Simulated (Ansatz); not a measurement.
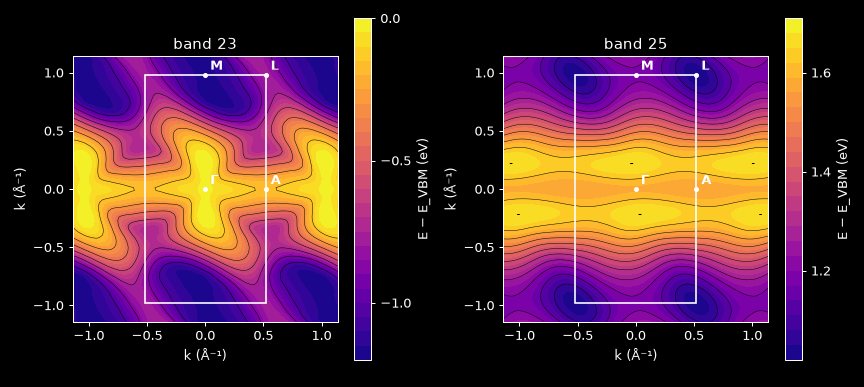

Two bands of ZrS$_{2}$ in space group P-3m1 over the plane through Γ, A and M: the highest mostly filled and the lowest mostly empty one.

Method: DFT PBE, spin-orbit coupling, plane waves, PAW; levels and slopes on a dense k mesh at the converged density in Ansatz. Non-magnetic. With an inversion centre and no moment every band is doubly degenerate; a pair is shown and named once. k mesh for the levels: 24×24×10. The geometry was not relaxed. The cell comes from a database of computed structures, not from a measurement.

### Give both levels and their distance at the named points.

| point | lower band (eV) | upper band (eV) | distance (eV) |
| --- | --- | --- | --- |
| Γ | −0.03 | 1.58 | 1.61 |
| A | −0.15 | 1.56 | 1.71 |
| M | −1.17 | 1.19 | 2.36 |
| L | −0.78 | 1.03 | 1.81 |

### Where are the band edges of the whole zone?

The valence band has six equivalent maxima on the K–Γ line, nearly flat in one direction, with masses 0.40 and 1.26 mₑ across; the conduction band has three equivalent minima at L, principal masses 0.32, 1.07 and 2.86 mₑ. The gap is indirect, 1.03 eV at this level of theory (semilocal functionals give gaps that are too small, and can reorder valleys that lie close).

The mesh is coarse (steps of 0.10 Å⁻¹).
